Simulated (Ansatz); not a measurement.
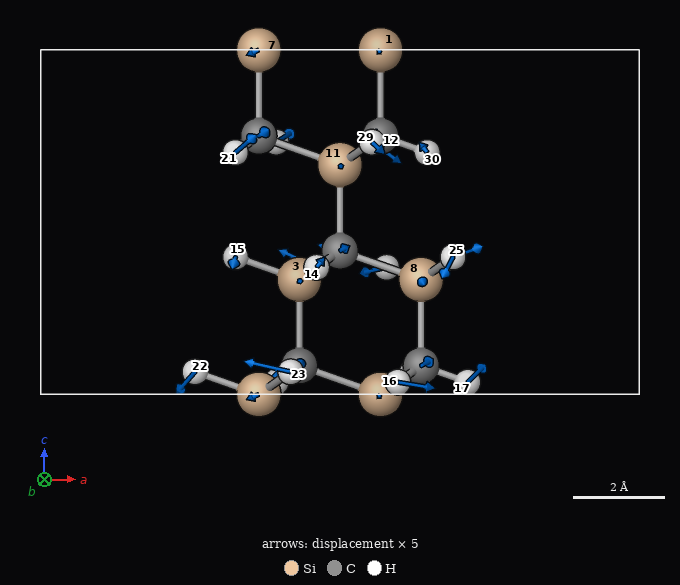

This is a relaxation of a wire of composition SiH3C. The starting structure is drawn; blue arrows show the displacements (the part carried along by the change of the cell is left out), magnified 5 times.

Style: ball-and-stick. Shown: the cell of the calculation, with the vacuum cut short, along the b axis.

Case: wire along [1 1 1], 12 atoms a period, capped with H.

Computed with Ansatz 0.2.0, DFT PBE, scalar-relativistic, plane waves, PAW. Settings: plane-wave cutoff 420 eV; k-point mesh 1 × 1 × 5; occupations gaussian; smearing width 0.05 eV; no spin polarisation; cell relaxed at fixed a, b, alpha, beta, gamma; force threshold 0.02 eV/Å; at most 45 steps.

**What did the optimiser do to the structure, and how much energy did it gain?**

After 6 accepted moves (9 points after the start) the energy has fallen by 0.251 eV per cell of the calculation. Largest force component: 0.88 eV/Å at the start, 0.0025 eV/Å at the end. The line search rejected the trial steps at points 4, 7 of the run. At 1 point the geometry stayed and the basis and grid were re-selected for the new cell (energy shift of 11.5 meV per cell of the calculation at most each time). The largest moves relative to the centre of the atoms, 0.22 Å, are those of H atoms. By element the largest moves are H 0.22 Å, C 0.11 Å, Si 0.07 Å. Along the periodic axis the drawn cell goes c 7.586 → 7.741 Å (+2.0 %). Among the contacts that change: C–H 1.090 → 1.105 Å, H–Si 1.490 → 1.499 Å, C–Si 1.896 → 1.890 Å. Bond angles that change, for instance: Si–C–Si 109.5° → 114.7°, C–Si–C 109.5° → 112.8°, Si–C–H 109.5° → 106.2°. Cost: 41 s on 4 threads of AMD EPYC 9R45 96-Core Processor (Zen 5) (shared host), peak memory 2 GiB.
